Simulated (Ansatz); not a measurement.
Cell and atoms:

```cif
data_structure
_symmetry_space_group_name_H-M 'P 1'
_symmetry_Int_Tables_number 1
_cell_length_a 3.3607
_cell_length_b 3.3607
_cell_length_c 26.1402
_cell_angle_alpha 90.000
_cell_angle_beta 90.000
_cell_angle_gamma 120.000
_cell_volume 255.67
loop_
_atom_site_label
_atom_site_type_symbol
_atom_site_fract_x
_atom_site_fract_y
_atom_site_fract_z
_atom_site_occupancy
Zn1 Zn 0.66667 0.33333 0.11495 1
In1 In 0.66667 0.33333 0.31909 1
Ga1 Ga 0.00000 0.00000 0.21297 1
O1 O 0.66667 0.33333 0.03819 1
O2 O 0.00000 0.00000 0.28864 1
O3 O 0.66667 0.33333 0.21162 1
O4 O 0.00000 0.00000 0.13640 1
Zn2 Zn 0.33333 0.66667 0.44828 1
In2 In 0.33333 0.66667 0.65242 1
Ga2 Ga 0.66667 0.33333 0.54630 1
O5 O 0.33333 0.66667 0.37152 1
O6 O 0.66667 0.33333 0.62198 1
O7 O 0.33333 0.66667 0.54495 1
O8 O 0.66667 0.33333 0.46973 1
Zn3 Zn 0.00000 0.00000 0.78162 1
In3 In 0.00000 0.00000 0.98576 1
Ga3 Ga 0.33333 0.66667 0.87963 1
O9 O 0.00000 0.00000 0.70486 1
O10 O 0.33333 0.66667 0.95531 1
O11 O 0.00000 0.00000 0.87828 1
O12 O 0.33333 0.66667 0.80307 1
```

Before looking at a picture, describe the arrangement of atoms.

The solid is ZnInGaO₄. The atoms follow space group R3m (No. 160); the Bravais lattice is rhombohedral (trigonal R). Cell content 3 Zn, 3 In, 3 Ga, 12 O; Z = 3. The polyhedra are GaO5 trigonal bipyramids and InO6 octahedra; they share corners and edges. Around each Zn lie four O in a tetrahedral arrangement at 2.01 to 2.02 Å. Each In atom has six O in a distorted octahedral arrangement at 2.10 to 2.38 Å around it. Around each Ga lie five O in a trigonal bipyramidal arrangement at 1.94 to 2.00 Å. Taking every contact within bonding distance, one finds O 3 to 4 (mean 3.8). The bonds build a three-dimensional framework.

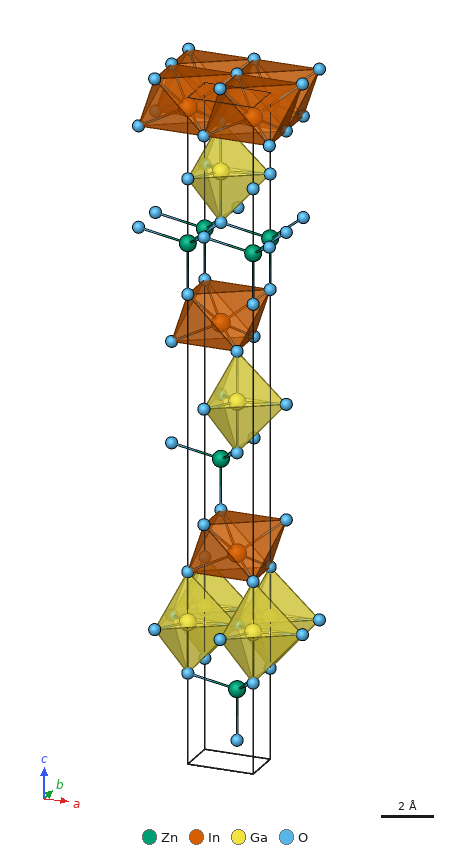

Polyhedral drawing of the structure, looking slightly off an axis. The wireframe shows the conventional unit cell. Some atoms of the next cells are drawn as well.

Its origin is a structure listed in the Materials Project. The cell was then strained or its atoms displaced on purpose. It was the input of a calculation with Ansatz.

At this level of theory the run's own cell isn't at rest (stretched, at -4 GPa and forces up to 4.4 eV/Å), so its distances can differ from those at equilibrium, the more so the softer the solid.
